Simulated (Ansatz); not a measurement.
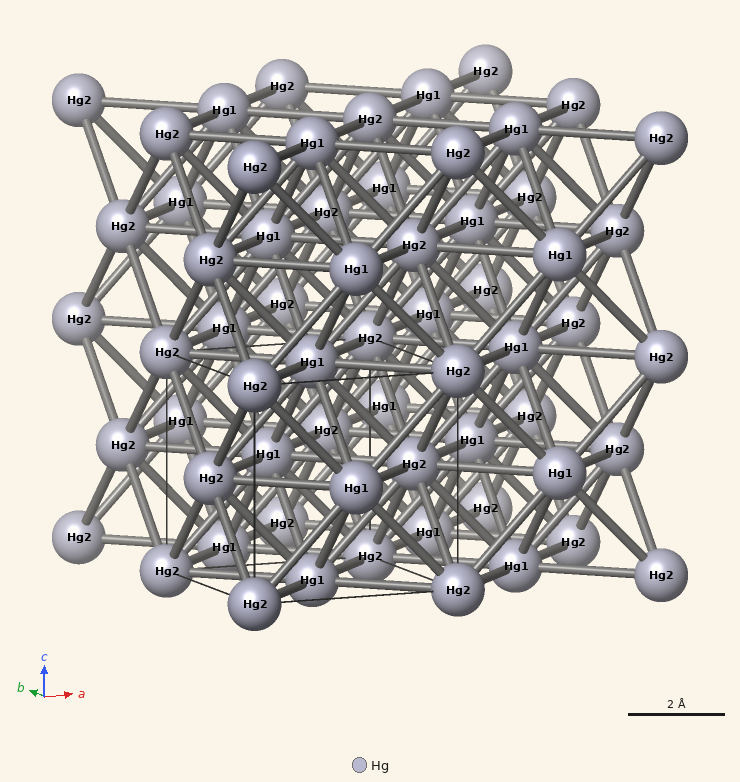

**Figure 1.** The input geometry of run A (ball-and-stick view of the cell 2 times as large as that of the calculation, set on its symmetry axes, repeated 2 × 2 × 2, seen slightly off an axis; atoms are numbered from 1 in the order of the input). Near neighbours in the crystal (not all of them lie inside the picture): Hg has 12 Hg at 3.28 Å.

**What a change does: single-point calculation on Hg**

System: Hg (Fm-3m, 2 atoms in the cell).
Method of run A: DFT PBE+D3(BJ), scalar-relativistic, plane waves, PAW, no spin polarisation (Ansatz 0.2.0).

The structure derives from a Materials Project entry. Text and figures count atoms from 1; the logs count them from 0 in places.

The input, run A:
```yaml
crystal:
  lattice:
    - [0.0, -2.3168736594, -2.3168736594]
    - [0.0, 2.3168736594, -2.3168736594]
    - [4.6337473188, 0.0, 0.0]
  atoms:
    - { symbol: Hg, position: [0.5, 0.5, 0.5] }
    - { symbol: Hg, position: [0.0, 0.0, 0.0] }
basis:
  ecutwfc: 420
kpoints:
  mp_grid: { grid: [10, 10, 8] }
hamiltonian:
  xc: pbe
  dispersion: d3bj
scf:
  occupations: { method: gaussian, width: 0.15 }
output:
  forces: true
  stress: true
  eigenvalues: true
  write_density: true
  write_potential: true
  elf: true
  volumetric_format: npy
```

Launched with:
```bash
ansatz run input.yaml --threads 4 --pin off --max-ram 2560MiB --backend cpu --events-out ev --progress --plain --runs-dir out
```

Hardware: 4 threads of Intel Xeon @ 2.30GHz, 28 GiB of memory available, shared host.

Output, shortened to warnings, some set-up lines, iterations and results (run A):
```
Basis set: ecut = 420 eV, 999 PW (Γ), exchange–correlation on 48×48×64 points (8 copies of the dense FFT grid, shifted against one another)
Symmetry: 32 space group operations
k-points: 105 of 800
Initial density: superposition of atomic densities (neutral atoms: chi_scale 0, normalization atom), corrected by the library's trained network
[...]
SCF iter   1: F=—  HF=-27627.656611 eV  |F-HF|=—  |Δ(HF+E_count)|=         —  Δρ=9.22e-4  dr2=2.47e-4  ethr=1.77e-3  ⟨swp⟩=5.1  Hψ=9379  notcnv=0
SCF iter   2: F=—  HF=-27627.657765 eV  |F-HF|=—  |Δ(HF+E_count)|=   1.15e-3  Δρ=5.86e-4  dr2=1.49e-4  ethr=6.18e-7  ⟨swp⟩=2.7  Hψ=5783  notcnv=0
SCF iter   3: F=—  HF=-27627.657786 eV  |F-HF|=—  |Δ(HF+E_count)|=   2.14e-5  Δρ=1.86e-4  dr2=1.59e-5  ethr=3.72e-7  ⟨swp⟩=2.5  Hψ=3693  notcnv=0
SCF iter   4: F=—  HF=-27627.657793 eV  |F-HF|=—  |Δ(HF+E_count)|=   6.39e-6  Δρ=8.25e-5  dr2=3.72e-6  ethr=3.99e-8  ⟨swp⟩=1.4  Hψ=3104  notcnv=0
SCF iter   5: F=—  HF=-27627.657796 eV  |F-HF|=—  |Δ(HF+E_count)|=   2.65e-6  Δρ=1.68e-5  dr2=1.17e-7  ethr=9.29e-9  ⟨swp⟩=2.0  Hψ=3302  notcnv=0
SCF iter   6: F=-27627.657796 eV  HF=-27627.657796 eV  |F-HF|=4.16e-9  |Δ(HF+E_count)|=   1.38e-7  Δρ=3.49e-6  dr2=4.27e-9  ethr=2.50e-10  ⟨swp⟩=7.6  Hψ=14140  notcnv=0
SCF 1 converged in 6 iterations: F = -27627.657796 eV  dr2 = 4.27e-9
SCF converged after 6 iterations
Free energy (F): -27627.657796 eV
Harris-Foulkes:  -27627.657796 eV  (|F-HF|=4.16e-9)
Internal energy: -27627.651347 eV  (E = F + TS)
E sigma→0 (E₀):  -27627.654571 eV
Entropy (-TS):   -0.006449 eV (-3.224 meV/atom)
Fermi energy:    13.731555 eV
--- Per-component energies (eV) ---
  E_band       = -807.633624
  E_kinetic    = 1209.375409
  E_local      = -5150.386769  (includes V_loc(G=0)·N_el)
  E_nonlocal   = 144.892253
  E_hartree    = 2199.990748
  E_xc         = -441.442496
  E_vxc        = -525.283033  (∫ρ·V_xc dr)
  E_paw        = -19890.147894  (= ΣΔE_a)
  E_vpaw       = -886.216775  (= ΣTr[D̂ρ^β])
  E_aug_tail   = 0.001857  (compensation charges beyond the density's cutoff)
  E_ewald      = -5699.092669
  E_disp       = -0.841786  (pairwise vdW)
  E_smearing   = -0.006449  (= −TS)
  E_closure    = 0.000000  (closes the sum)
  Σ components = -27627.657796   (vs F -27627.657796, Δ=0.00e0)
--- Forces (eV/Å), atoms counted from 1 ---
  atom   1  Hg     0.00000000    -0.00000000    -0.00000000
  atom   2  Hg     0.00000000    -0.00000000     0.00000000
  max |Σ_I F_I| component: 2.91e-30 eV/Å
--- Stress (GPa, compression-positive) ---
       -0.705849       0.000000       0.000000
        0.000000      -0.048040      -0.000000
        0.000000      -0.000000      -0.048040
  P = ⅓ Tr σ = -0.2673 GPa (-2.673 kbar)
```

For run B the input was changed thus:
```diff
+  ecutrho_ratio: 9
-  mp_grid: { grid: [10, 10, 8] }
+  mp_grid: { grid: [7, 7, 5] }
-  write_density: true
-  write_potential: true
-  elf: true
-  volumetric_format: npy
```

Predict how the results change.

The free energy of run B is 9.6 meV per atom lower, the joint effect of these numerical settings, which can't be told apart here. The pressure goes from −0.27 to −0.74 GPa. The number of SCF iterations is the same. The irreducible k-points go from 105 to 30.

Output, shortened to warnings, some set-up lines, iterations and results (run B):
```
Basis set: ecut = 420 eV, 999 PW (Γ), exchange–correlation on 72×72×96 points (8 copies of the dense FFT grid, shifted against one another)
Symmetry: 32 space group operations
k-points: 30 of 245
Initial density: superposition of atomic densities (neutral atoms: chi_scale 0, normalization atom), corrected by the library's trained network
[...]
SCF iter   1: F=—  HF=-27627.675867 eV  |F-HF|=—  |Δ(HF+E_count)|=         —  Δρ=6.98e-4  dr2=1.01e-4  ethr=1.77e-3  ⟨swp⟩=5.1  Hψ=2696  notcnv=0
SCF iter   2: F=—  HF=-27627.676986 eV  |F-HF|=—  |Δ(HF+E_count)|=   1.12e-3  Δρ=3.33e-4  dr2=2.75e-5  ethr=2.53e-7  ⟨swp⟩=2.6  Hψ=1594  notcnv=0
SCF iter   3: F=—  HF=-27627.677010 eV  |F-HF|=—  |Δ(HF+E_count)|=   2.33e-5  Δρ=1.35e-4  dr2=6.63e-6  ethr=6.87e-8  ⟨swp⟩=2.0  Hψ=1077  notcnv=0
SCF iter   4: F=-27627.677010 eV  HF=-27627.677010 eV  |F-HF|=1.66e-8  |Δ(HF+E_count)|=   1.34e-7  Δρ=1.62e-5  dr2=8.83e-8  ethr=1.66e-8  ⟨swp⟩=2.0  Hψ=1077  notcnv=0
SCF iter   5: F=-27627.677010 eV  HF=-27627.677010 eV  |F-HF|=3.92e-9  |Δ(HF+E_count)|=   4.05e-8  Δρ=3.52e-6  dr2=5.33e-9  ethr=2.21e-10  ⟨swp⟩=2.0  Hψ=1080  notcnv=0
SCF iter   6: F=-27627.677010 eV  HF=-27627.677010 eV  |F-HF|=1.20e-10  |Δ(HF+E_count)|=   1.09e-9  Δρ=9.47e-7  dr2=2.84e-10  ethr=1.33e-11  ⟨swp⟩=2.0  Hψ=2022  notcnv=0
SCF 1 converged in 6 iterations: F = -27627.677010 eV  dr2 = 2.84e-10
SCF converged after 6 iterations
Free energy (F): -27627.677010 eV
Harris-Foulkes:  -27627.677010 eV  (|F-HF|=1.20e-10)
Internal energy: -27627.674329 eV  (E = F + TS)
E sigma→0 (E₀):  -27627.675669 eV
Entropy (-TS):   -0.002681 eV (-1.341 meV/atom)
Fermi energy:    13.791824 eV
--- Per-component energies (eV) ---
  E_band       = -808.014683
  E_kinetic    = 1209.070828
  E_local      = -5149.778900  (includes V_loc(G=0)·N_el)
  E_nonlocal   = 144.890824
  E_hartree    = 2199.484263
  E_xc         = -441.349790
  E_vxc        = -525.164876  (∫ρ·V_xc dr)
  E_paw        = -19890.057090  (= ΣΔE_a)
  E_vpaw       = -885.999666  (= ΣTr[D̂ρ^β])
  E_aug_tail   = -0.000009  (compensation charges beyond the density's cutoff)
  E_ewald      = -5699.092669
  E_disp       = -0.841786  (pairwise vdW)
  E_smearing   = -0.002681  (= −TS)
  E_closure    = -0.000000  (closes the sum)
  Σ components = -27627.677010   (vs F -27627.677010, Δ=0.00e0)
--- Forces (eV/Å), atoms counted from 1 ---
  atom   1  Hg    -0.00000000     0.00000000    -0.00000000
  atom   2  Hg     0.00000000     0.00000000    -0.00000000
  max |Σ_I F_I| component: 1.63e-29 eV/Å
--- Stress (GPa, compression-positive) ---
       -1.730660       0.000000       0.000000
        0.000000      -0.237850       0.000000
        0.000000       0.000000      -0.237850
  P = ⅓ Tr σ = -0.7355 GPa (-7.355 kbar)
```

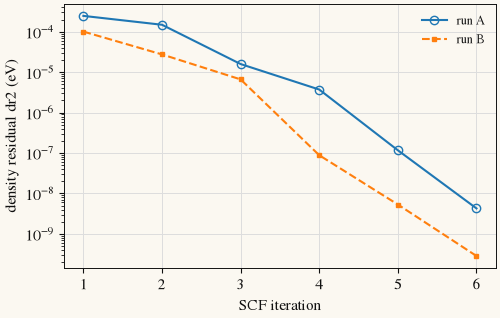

**Figure 2.** Convergence of the two runs: density residual dr2 against the SCF iteration. Run A takes 6 iterations in all, and run B takes 6.

The two runs side by side:

```tsv
quantity	run A	run B
outcome	converged	converged
free energy per atom (eV)	−13813.8289	−13813.8385
energy per atom, smearing taken to zero (eV)	−13813.8273	−13813.8378
gap on the mesh (eV)	0.00	0.00
pressure (GPa)	−0.27	−0.74
largest force (eV/Å)	0.000	0.000
SCF iterations	6	6
irreducible k-points	105	30
plane waves at Γ	999	999
wall time (shared host)	1.8 s	0.73 s
```

For both runs: Spin–orbit coupling is left out, which matters for Hg. For run B: These settings are looser than, or depart from, a standard set-up, so the numbers are not reference values for this system.
